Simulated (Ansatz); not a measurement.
System: SnSe, space group Fm-3m (No. 225).

Structure:
```cif
data_structure
_symmetry_space_group_name_H-M 'P 1'
_symmetry_Int_Tables_number 1
_cell_length_a 4.2568
_cell_length_b 4.2568
_cell_length_c 4.2568
_cell_angle_alpha 60.000
_cell_angle_beta 60.000
_cell_angle_gamma 60.000
_cell_volume 54.54
loop_
_atom_site_label
_atom_site_type_symbol
_atom_site_fract_x
_atom_site_fract_y
_atom_site_fract_z
_atom_site_occupancy
Sn1 Sn 0.00000 0.00000 0.00000 1
Se1 Se 0.50000 0.50000 0.50000 1
```

Calculation (Ansatz 0.2.0): plane-wave DFT, no spin polarisation; energies at scaled volumes of the given cell, shape and fractions fixed, counted from the fit's minimum, third-order Birch-Murnaghan fit. Level: revPBE.

k mesh 8×8×8; occupations Fermi–Dirac; smearing width 0.05 eV; potentials Ansatz PAW; wave cutoff 420 eV; density cutoff 1680 eV.

Predict the energy and pressure against volume. The volume takes the values 25.63, 26.18, 26.73, 27.27, 27.82, 28.36, 28.91 Å³/atom.

A third-order Birch–Murnaghan fit gives V0 = 28.46 Å³/atom, B0 = 45 GPa and B′ = 4.4. The energy is 47.52 meV/atom at volume 25.63 Å³/atom and 0.96 meV/atom at 28.91 Å³/atom; the lowest computed point is at volume 28.36 Å³/atom (0.05 meV/atom). The pressure falls from 5.92 GPa at volume 25.63 Å³/atom to −0.68 GPa at 28.91 Å³/atom, and changes sign near 28.47 Å³/atom.

| volume (Å³/atom) | energy (meV/atom) | pressure (GPa) |
| --- | --- | --- |
| 25.63 | 47.52 | 5.92 |
| 26.18 | 29.80 | 4.51 |
| 26.73 | 16.63 | 3.25 |
| 27.27 | 7.54 | 2.11 |
| 27.82 | 2.14 | 1.08 |
| 28.36 | 0.05 | 0.16 |
| 28.91 | 0.96 | −0.68 |

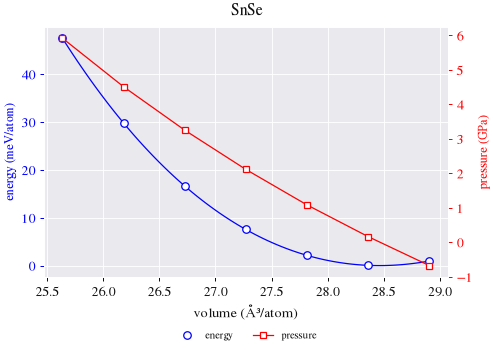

Note: the functional was run on potentials made for another functional.
